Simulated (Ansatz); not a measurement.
**TaN: density, localisation and related maps**

The calculation's input:

```
crystal:
  lattice:
    - [2.93799999999, 0.0, 0.0]
    - [-1.469, 2.54438263631, 0.0]
    - [0.0, 0.0, 2.883]
  atoms:
    - { symbol: Ta, position: [0.0, 0.0, 0.5] }
    - { symbol: "N", position: [0.666666666667, 0.333333333333, 0.0] }
kpoints:
  mp_grid: { grid: [12, 12, 12] }
scf:
  occupations: { method: fermi_dirac, width: 0.08 }
hamiltonian:
  xc: r2scan
  pseudopotentials: { kind: paw }
relax:
  f_tol: 0.002
  max_steps: 80
  cell: {}
output:
  forces: true
  stress: true
  write_density: true
  write_potential: true
  elf: true
  volumetric_format: npy
```

Launched as:

```sh
ansatz run input.yaml --threads 1 --pin off --max-ram 3072MiB --backend cpu --events-out ev --progress --plain --runs-dir out
```

Below, planes, directions and counts refer to the conventional cell (a = 2.94 Å, b = 2.94 Å, c = 2.88 Å, α = 90.00°, β = 90.00°, γ = 120.00°).

Space group P-6m2.

These are results of DFT, r2SCAN, PAW with Ansatz's default frozen-core files, scalar-relativistic; relaxation of cell and atoms in Ansatz 0.2.0, not measurements.

In a PAW calculation such maps are meaningful between the atoms, not at the nuclei.

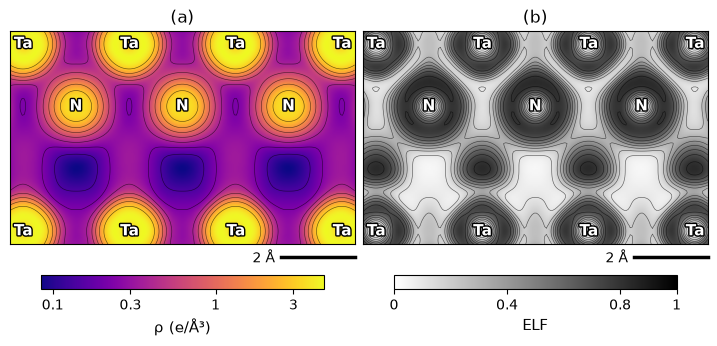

Figure 1. (a) valence electron density; (b) ELF on the (110) plane of the conventional cell.

What does the map show?

Answer. Atoms in the plane: Ta and N.
Ta–N (2.23 Å): ρ is about 0.54 e/Å³ halfway; the ELF peaks at about 0.80 in the valence shell of N, 0.7 Å from its nucleus, and is about 0.20 at the midpoint: no shared electron pair shows on this line.
Ta–Ta (2.88 Å): ρ is about 0.28 e/Å³ halfway; the ELF is about 0.25 at the midpoint; no shared electron pair shows on this line.
Between the atoms the lowest density in this plane is 0.08 e/Å³.
The ELF has a maximum of about 0.85 in the space between the atoms, on no atom or two-centre bond.
The features right at Ta lie inside the PAW spheres, where the map follows smoothed inner orbitals and isn't to be read closely.

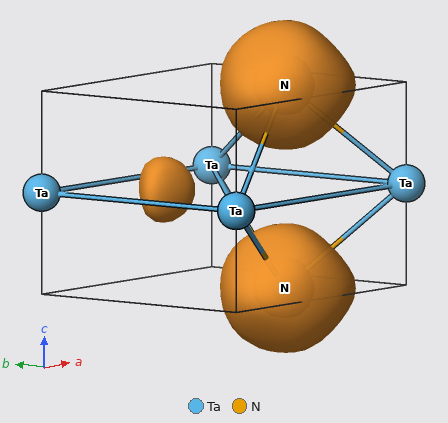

Figure 2. Isosurface of the electron localisation function at 0.65 (orange), seen at an oblique angle. Only the valence region is drawn (cores and ρ < 0.01 e/Å³ removed). Sticks mark near contacts.

Where are the electrons localised?

Answer. At this value the surface marks out one region wrapped around N (its valence shell) and one pocket between the atoms, centred on no nucleus (multi-centre or interstitial), counted in one cell of 2 atoms. Regions shared between cells count once.

Metal or insulator at this level of theory?

Answer. It is metallic or semimetallic at this level of theory: no gap opens; semilocal functionals without U, or without the true magnetic order, often close the gap of such compounds.
